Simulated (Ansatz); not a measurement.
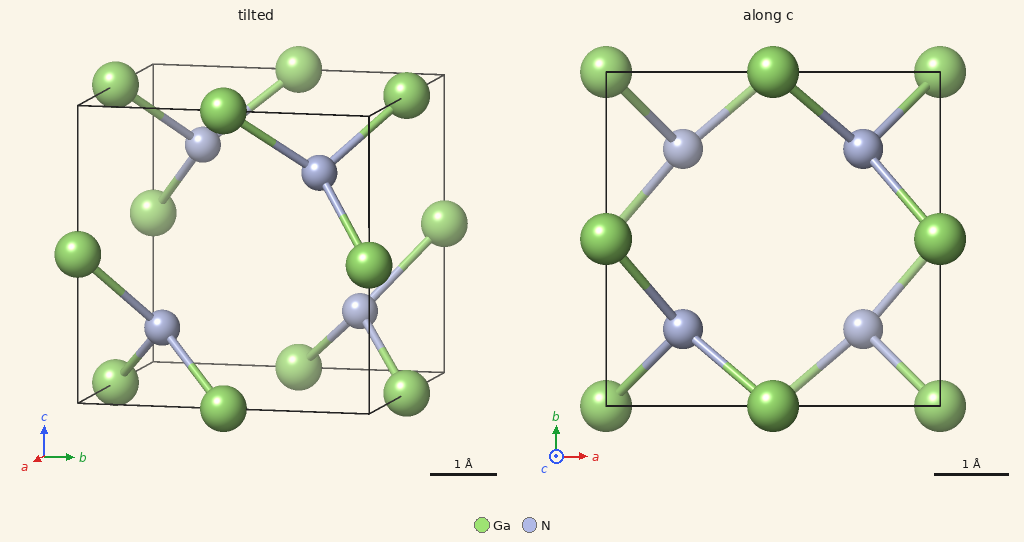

The image is a ball-and-stick drawing of a crystal, viewed slightly off an axis and along the c axis. The frame is the conventional unit cell; atoms at its boundary are shown with their periodic copies. Cell: a = 4.57 Å, b = 4.57 Å, c = 4.57 Å, α = 90.00°, β = 90.00°, γ = 90.00°.

Source of the structure: a structure type filled with these elements by a generator (whether the compound takes this form wasn't checked). Earlier steps of the study may have refined or changed the cell and positions. It went into a calculation with Ansatz.

Describe the crystal.

Answer. The formula is Ga$_{3}$N$_{4}$. The lattice is primitive cubic and the space group P-43m (No. 215). The cell has 7 atoms, namely 3 Ga, 4 N. About every Ga there are four N in a distorted tetrahedral arrangement at about 1.9 Å. The neighbours of N are three Ga at about 1.9 Å. The bonds build a three-dimensional framework.

Electronic-structure method: DFT PBE, scalar-relativistic, plane waves, PAW (Ansatz). Parameters: plane-wave cutoff 420 eV, 8×8×8 k-mesh, Gaussian smearing of 0.1 eV, no spin polarisation.

What does the calculation say: metal or gapped?

Answer. A metal: bands cross the Fermi level.

How charged are the atoms, by the Bader scheme?

Answer. Ga +1.58 e; N -1.19 e.

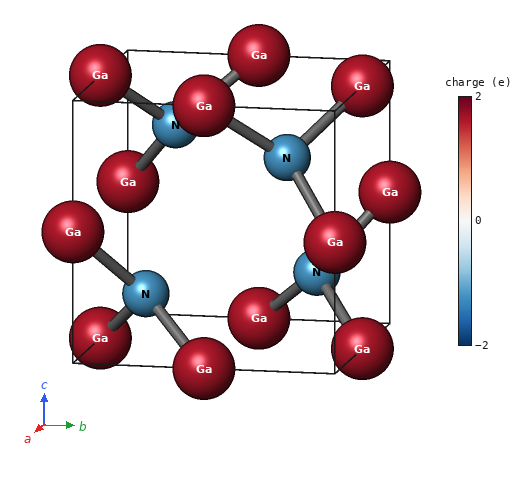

The atoms coloured by those charges. The run's cell of 7 atoms is drawn.

Are forces and stress small enough to call this relaxed?

Answer. Yes. All forces vanish to within 0.01 eV/Å. The pressure is 0.0 GPa, close to zero.
